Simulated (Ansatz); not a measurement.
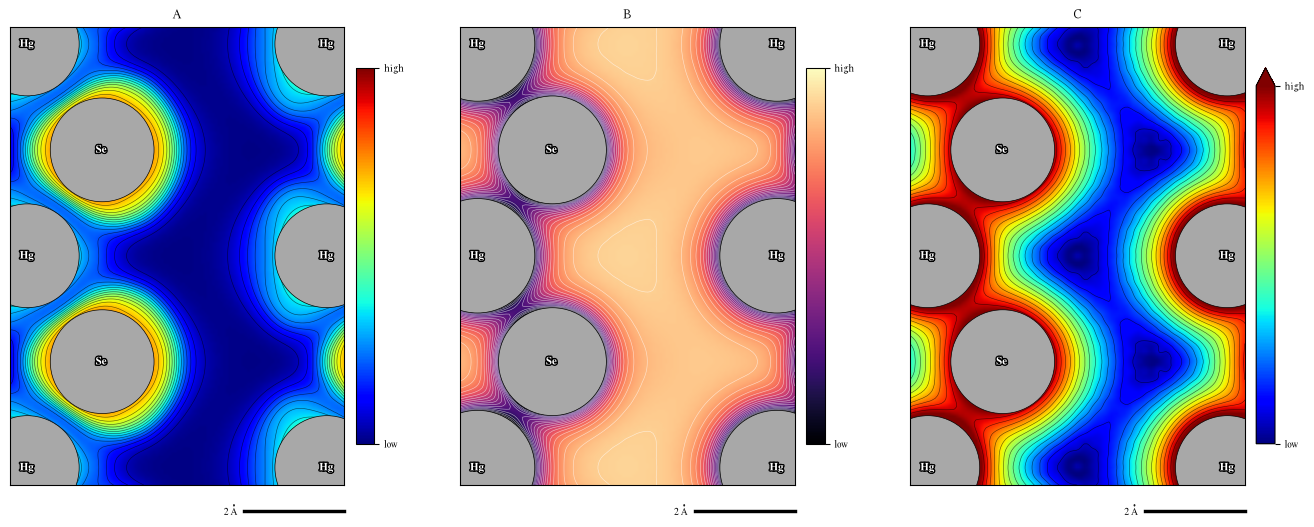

HgSe: 3 fields on the (101) plane of the conventional cell, with unlabelled colour scales. Grey discs cover the atomic cores.

Space group F-43m; changed on purpose from its base cell (volume × 0.88); computed pressure about 7 GPa in this cell.

Level of theory: Ansatz, DFT PBE, scalar-relativistic, plane waves, PAW.

**The panels show electron localisation function, electrostatic potential energy of an electron and valence pseudo-density in some order. Assign them.**

Panel A: electron localisation function. Panel B: electrostatic potential energy of an electron (low next to the atoms, rising into the space between them). Panel C: valence pseudo-density. From the grid: Hg–Se (2.60 Å): ρ is about 0.46 e/Å³ halfway; the ELF is about 0.35 at the midpoint and 0.25 at its lowest between the atoms.
